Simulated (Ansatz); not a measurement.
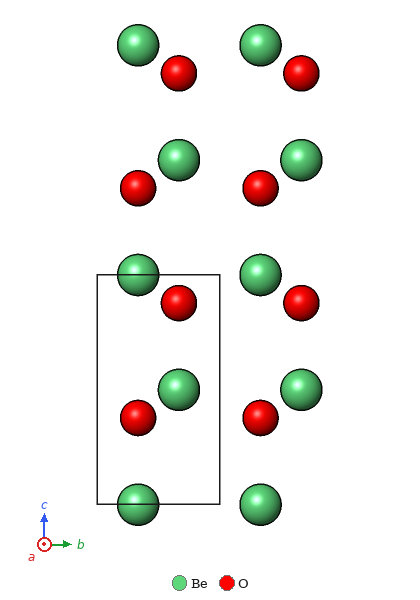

The picture looks along a close-packed row of the hexagonal mesh; c points upwards. Every atom sits on one of the three columns of the mesh; call them A, B, C in the order in which they first turn up. The sequence starts with the first layer at or above the cell's origin.

System BeO (space group P6_3mc, No. 186); source of the atomic positions: the geometry relaxed with DFT LDA, scalar-relativistic, plane waves, PAW in Ansatz 0.2.0.

**Read off the stacking sequence over one period.**

Be(A) – O(A) – Be(B) – O(B) (four layers in 4.33 Å).

**How are the O layers alone stacked?**

O layers alone: AB, the hexagonal close-packed type.

**Which positions between or in the O layers do the other atoms fill?**

Be: two tetrahedral sites, counted in one hexagonal cell.

**What short polytype symbol fits?**

Polytype symbol 2H, the symbol of a tetrahedral polytype (number of double layers in the repeat and lattice).
